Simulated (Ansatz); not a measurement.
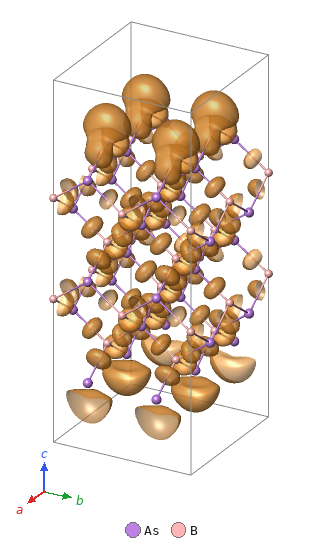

Figure 1: BAs (slab). Isosurface of the ELF at 0.75 (orange), seen at an oblique angle. Core shells and regions of very low density are left out. Sticks mark near contacts.

Not relaxed (largest force 1.4 eV/Å).

All numbers below come from Ansatz 0.2.0, DFT PBE, scalar-relativistic, plane waves, PAW.

In a PAW calculation such maps are meaningful between the atoms, not at the nuclei.

Where are the electrons localised?

The ELF exceeds this value in 16 regions between bonded As–B atoms, one region on B in which the atom's valence shell and bonds are merged and one lobe on As, pointing away from the bonds (lone pairs), counted in one cell of 10 atoms. Counts are for one cell; the picture repeats the cell along the surface.

Values along the shortest contacts:
B–As (2.08 Å): the ELF peaks at about 0.90 between the atoms.
